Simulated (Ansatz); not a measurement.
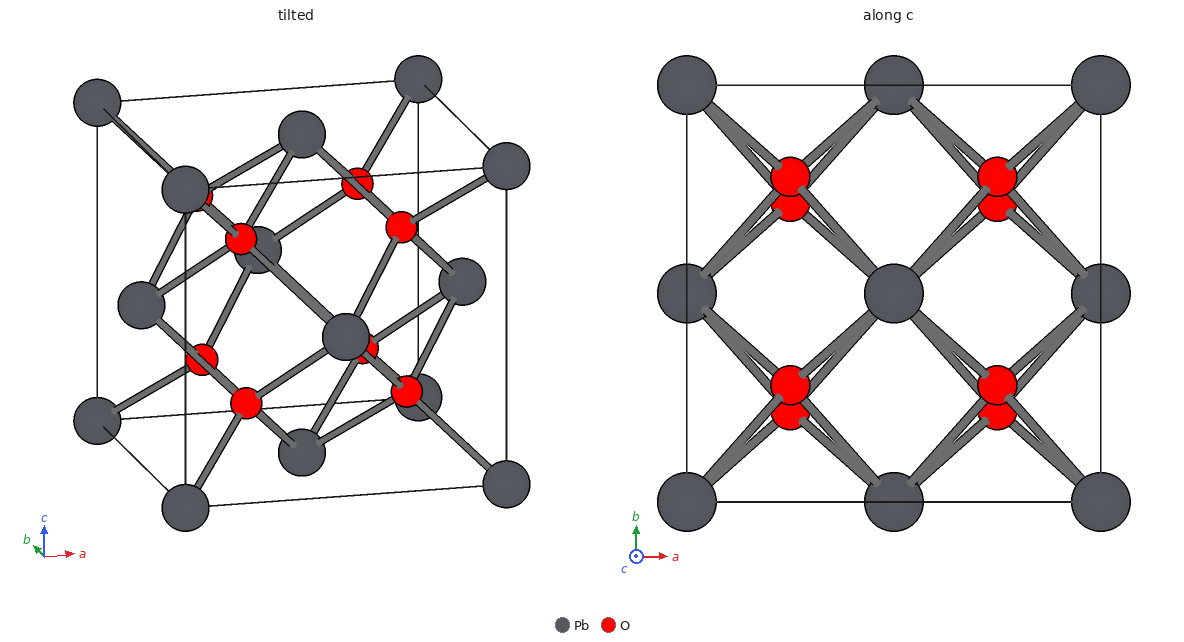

The structure above is drawn in ball-and-stick style and viewed slightly off an axis and along the c axis. Thin lines show the conventional unit cell, with boundary atoms drawn in all their periodic places. Cell: a = 5.42 Å, b = 5.46 Å, c = 5.38 Å, α = 90.00°, β = 90.00°, γ = 90.00°.

The initial geometry was a structure type filled with these elements by a generator (whether the compound takes this form wasn't checked). Earlier steps of the study may have refined or changed the cell and positions. It was run through Ansatz as a DFT input.

### Describe the crystal.

The solid is PbO2. The symmetry is that of Cmce (No. 64), on a base-centred orthorhombic lattice. The cell has 12 atoms, namely 4 Pb, 8 O. Around each Pb lie eight O in a distorted cubic arrangement at about 2.3 to 2.4 Å. O sits among four Pb in a distorted tetrahedral arrangement at about 2.3 to 2.4 Å. The bonds build a three-dimensional framework.

Results below were computed with DFT PBE, scalar-relativistic, plane waves, PAW in Ansatz; the settings were wavefunction cutoff 420 eV, k-points about 0.16 Å⁻¹ apart, Gaussian smearing of 0.1 eV, no spin polarisation.

### What is the electronic character?

A metal: bands cross the Fermi level.

### What does a Bader analysis give?

Pb +1.99 e; O -1.00 e.

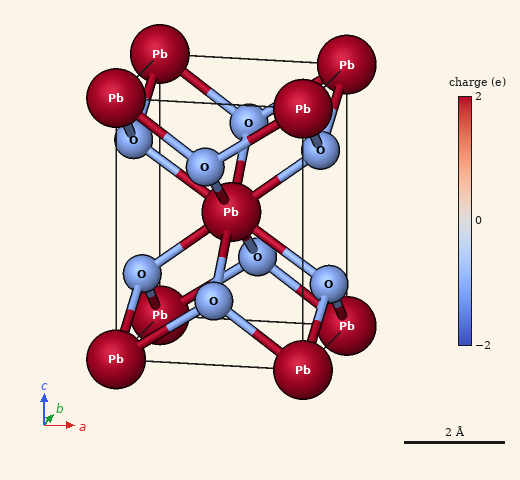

The atoms coloured by those charges. The run's cell of 6 atoms is drawn, so axes and origin can differ from the first picture.

### Can this geometry be taken as optimised?

Yes. All forces vanish to within 0.01 eV/Å. The pressure is 0.0 GPa, close to zero.
